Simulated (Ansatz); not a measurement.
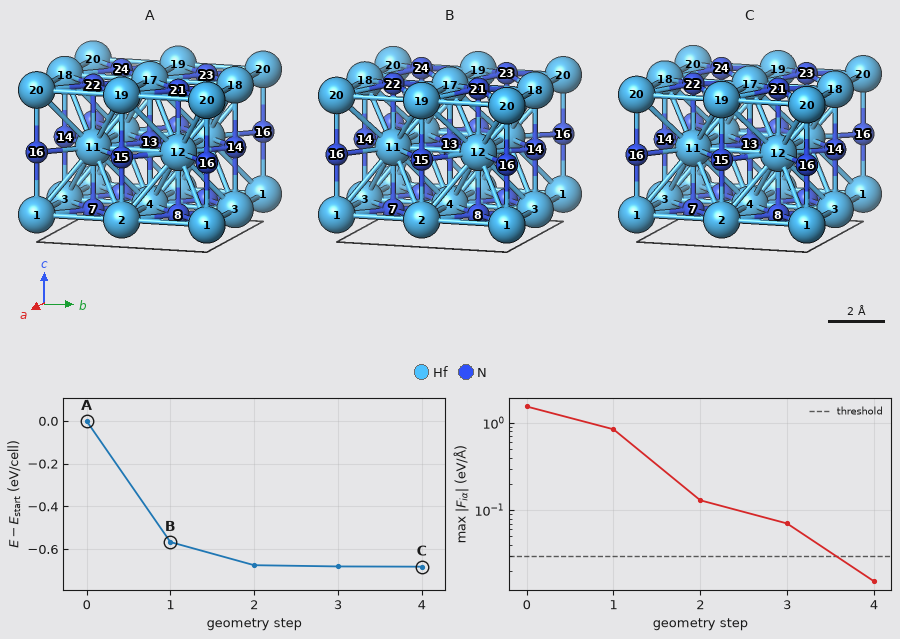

Frames of a constrained relaxation of a slab of composition HfN (cut from the Fm-3m phase), marked on the history of the run. The picture is a ball-and-stick view of the cell of the calculation, outlined in the plane, without the vacuum (origin shifted), seen slightly off an axis.

Case: clean slab, lower planes held. The slab is the (1 0 0) face of HfN. 8 atoms are held fixed.

These are results of Ansatz 0.2.0, DFT PBE, scalar-relativistic, plane waves, PAW, not measurements.

The input:
```yaml
crystal:
  lattice:
    - [6.4315507115, 0.0, 0.0]
    - [0.0, 6.4315507115, 0.0]
    - [0.0, 0.0, 20.5477931216]
  atoms:
    - { symbol: Hf, position: [0.25, 0.25, 0.389336215] }
    - { symbol: Hf, position: [0.25, 0.75, 0.389336215] }
    - { symbol: Hf, position: [0.75, 0.25, 0.389336215] }
    - { symbol: Hf, position: [0.75, 0.75, 0.389336215] }
    - { symbol: "N", position: [0.5, 0.5, 0.389336215] }
    - { symbol: "N", position: [0.5, 0.0, 0.389336215] }
    - { symbol: "N", position: [0.0, 0.5, 0.389336215] }
    - { symbol: "N", position: [0.0, 0.0, 0.389336215] }
    - { symbol: Hf, position: [0.5, 0.5, 0.5] }
    - { symbol: Hf, position: [0.5, 0.0, 0.5] }
    - { symbol: Hf, position: [0.0, 0.5, 0.5] }
    - { symbol: Hf, position: [0.0, 0.0, 0.5] }
    - { symbol: "N", position: [0.75, 0.75, 0.5] }
    - { symbol: "N", position: [0.75, 0.25, 0.5] }
    - { symbol: "N", position: [0.25, 0.75, 0.5] }
    - { symbol: "N", position: [0.25, 0.25, 0.5] }
    - { symbol: Hf, position: [0.75, 0.75, 0.610663785] }
    - { symbol: Hf, position: [0.75, 0.25, 0.610663785] }
    - { symbol: Hf, position: [0.25, 0.75, 0.610663785] }
    - { symbol: Hf, position: [0.25, 0.25, 0.610663785] }
    - { symbol: "N", position: [0.0, 0.0, 0.610663785] }
    - { symbol: "N", position: [0.0, 0.5, 0.610663785] }
    - { symbol: "N", position: [0.5, 0.0, 0.610663785] }
    - { symbol: "N", position: [0.5, 0.5, 0.610663785] }
basis:
  ecutwfc: 420
kpoints:
  mp_grid: { grid: [3, 3, 1] }
hamiltonian:
  xc: pbe
scf:
  occupations: { method: gaussian, width: 0.1 }
output:
  forces: true
  eigenvalues: true
  write_density: true
  write_potential: true
  elf: true
  volumetric_format: npy
relax:
  adjacent_minimum: "off"
  f_tol: 0.03
  max_steps: 70
  constraints: [{ sites: [0, 1, 2, 3, 4, 5, 6, 7] }]
efield:
  axis: 3
  dipole_correction: true
  ramp_width: 0.04
```

Command:
```bash
ansatz run input.yaml --threads 4 --pin off --max-ram 10240MiB --backend cpu --events-out ev --progress --plain --runs-dir out
```

### What happens along the run?

The largest moves, 0.16 Å, are those of Hf17, Hf18, Hf19 and Hf20. Hf17 goes along the normal (−c). Largest moves by element: Hf 0.16 Å, N 0.09 Å. The lattice vectors keep their values. Some distances before and after: Hf10–Hf17 3.216 → 3.124 Å, Hf1–N16 2.274 → 2.188 Å, Hf10–N23 2.274 → 2.352 Å, N13–Hf17 2.274 → 2.196 Å. Among the angles between lasting bonds that change: Hf17–N21–Hf20 180.0° → 169.5°, Hf12–N21–Hf17 90.0° → 84.7°, Hf9–N13–Hf12 180.0° → 177.3°. The energy falls by 0.682 eV per cell of the calculation in 4 geometry steps. Largest force component: 1.5 eV/Å at the start, 0.015 eV/Å at the end. From step 0 to 1: Hf atoms move most (0.20 Å), energy −0.566 eV per cell of the calculation. From step 1 to 4: Hf atoms move most (0.04 Å), energy −0.115 eV per cell of the calculation.

```tsv
step	E − E(0), meV/atom	largest force component, eV/Å
0	0.00	1.5461
1	-23.60	0.8465
2	-28.12	0.1297
3	-28.36	0.0703
4	-28.40	0.0153
```
